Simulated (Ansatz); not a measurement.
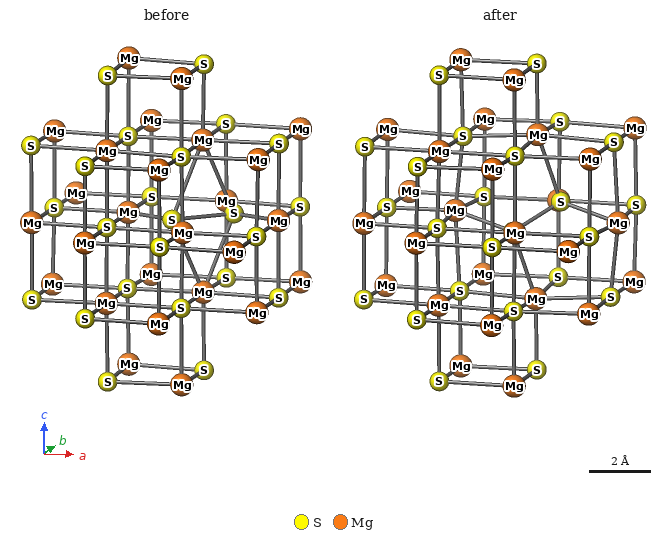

The structure of a defect cell of composition S33Mg32 (cell charge +1) before (left) and after (right) a relaxation, at one scale.

Style: ball-and-stick. Shown: the atoms within 5.8 Å of the atom that moves most (axes of the cell of the calculation (origin shifted)), slightly off an axis.

Theory: DFT, PBEsol, PAW, plane waves (Ansatz). Set-up: plane-wave cutoff 420 eV; k-point mesh 1 × 1 × 1; mesh shifted by (0.25, 0.25, 0.25); collinear spin; atoms relaxed in a fixed cell; force threshold 0.03 eV/Å; at most 80 steps.

Q: What changed between the two?

A: The energy falls by 5.793 eV per cell of the calculation in 9 geometry steps. Largest force component: 7.2 eV/Å at the start, 0.019 eV/Å at the end. An S atom moves most: 0.53 Å along [1 1 −2]. Largest moves by element: S 0.53 Å, Mg 0.28 Å. The cell doesn't change. Some distances before and after: Mg–S 2.801 → 3.329 Å, Mg–S 2.827 → 3.328 Å, Mg–S 1.945 → 2.362 Å, S–S 2.470 → 2.880 Å. Bond angles that change, for instance: S–S–Mg 64.7° → 94.9°, Mg–S–Mg 142.0° → 122.5°, S–Mg–S 91.9° → 74.9°. The run took 18 s on 1 × NVIDIA GB300 Max-Q with 8 threads of Arm Neoverse-V2, peak memory 1.9 GiB.

Limits of the set-up: the cell is charged, on a uniform background, and energies carry no finite-size correction.
